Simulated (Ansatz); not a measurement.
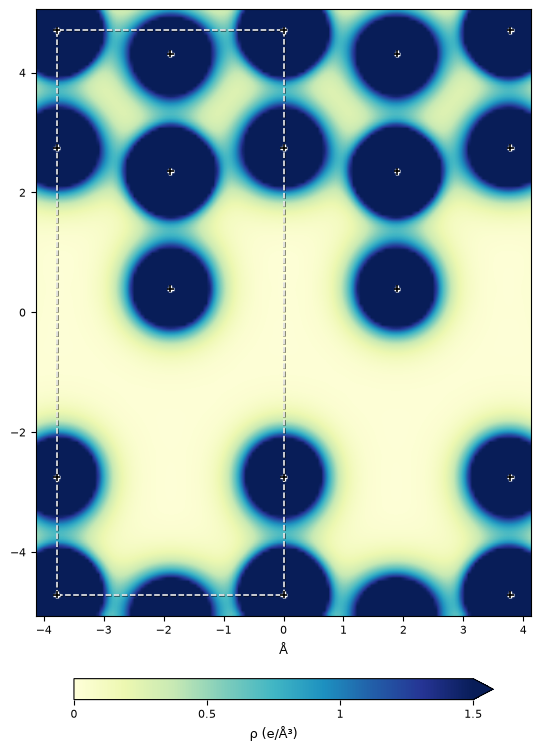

The valence pseudo-density on a plane through atoms (crosses mark nuclei in the plane).

All numbers below come from Ansatz 0.2.0, DFT PBE, scalar-relativistic, plane waves, PAW.

Candidates:
A. TiO2, a = 3.79 Å, b = 3.79 Å, c = 9.42 Å, α = 90.00°, β = 90.00°, γ = 90.00°. Space group I4₁/amd; a generated structure, not necessarily the stable one; computed without spin polarisation.
B. MgO, a = 2.98 Å, b = 2.98 Å, c = 4.29 Å, α = 90.00°, β = 90.00°, γ = 90.00°. Space group I4/mmm; computed pressure about 2 GPa in this cell.
C. Ni, a = 3.52 Å, b = 3.52 Å, c = 3.52 Å, α = 90.00°, β = 90.00°, γ = 90.00°. Space group Fm-3m; a generated structure, not necessarily the stable one; spin-polarised.

**Which system is this?**

Candidate A: TiO2 on the (010) plane of the conventional cell, which holds Ti and O. Ti–O (1.93 Å): ρ is about 0.74 e/Å³ halfway.
